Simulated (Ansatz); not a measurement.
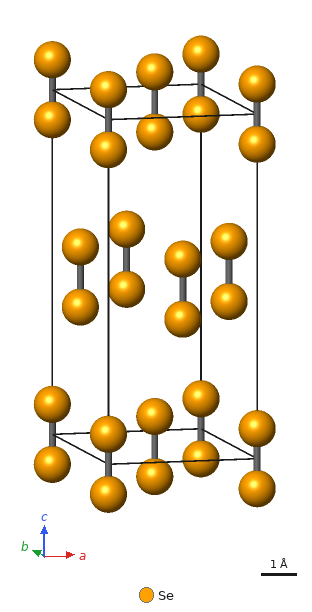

This is a symmetric starting cell of Se (made from another compound by putting Se in place of O). A ball-and-stick model of the conventional cell (4 times the calculation's cell), seen slightly off an axis. Lengths and directions refer to the drawn axes.

All numbers below come from DFT PBEsol, scalar-relativistic, plane waves, PAW in Ansatz 0.2.0. Set-up: plane-wave cutoff 420 eV; k-point mesh 12 × 12 × 12; occupations gaussian; smearing width 0.1 eV; no spin polarisation.

Change: All lengths are scaled by +2.7 % (volume +8.3 %), the atoms keeping their fractional coordinates. No relaxation follows. The starting cell wasn't computed here and needn't be at equilibrium, so pressure and forces aren't due to the change alone.

Input
```yaml
crystal:
  lattice:
    - [0.0, 3.2272867167, 5.1219615071]
    - [2.2637941295, 0.0, 5.1219615071]
    - [2.2637941295, 3.2272867167, 0.0]
  atoms:
    - { symbol: Se, position: [0.0871, 0.0871, 0.9129] }
    - { symbol: Se, position: [0.9129, 0.9129, 0.0871] }
basis:
  ecutwfc: 420
kpoints:
  mp_grid: { grid: [12, 12, 12] }
hamiltonian:
  xc: pbesol
scf:
  occupations: { method: gaussian, width: 0.1 }
output:
  forces: true
  stress: true
  eigenvalues: true
```

Launched with:
```bash
ansatz run input.yaml --threads 1 --pin off --max-ram 1331MiB --backend cpu --events-out ev --progress --plain --runs-dir out
```

What does the calculation give for the changed structure?

The pressure is 22.7 GPa (not all of it need come from the change, since the unchanged cell can be under pressure at this level too). The principal stresses (compression positive) are 77.7 GPa along c, −3.9 GPa along a, −5.7 GPa along b. The largest forces, 21 eV/Å, act on Se1 and Se2; on Se2 it points along −c. Among the bonded contacts that change: Se–Se 1.737 → 1.784 Å. The space group stays Fmmm (No. 69).

Drawn alike, the variant:

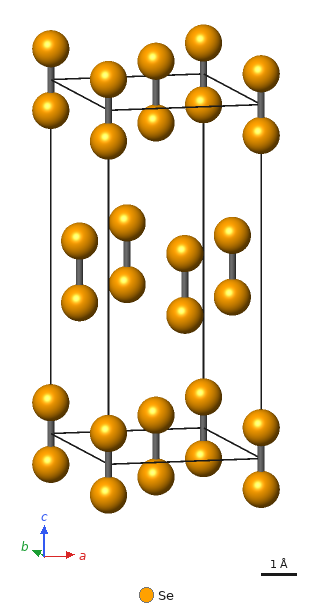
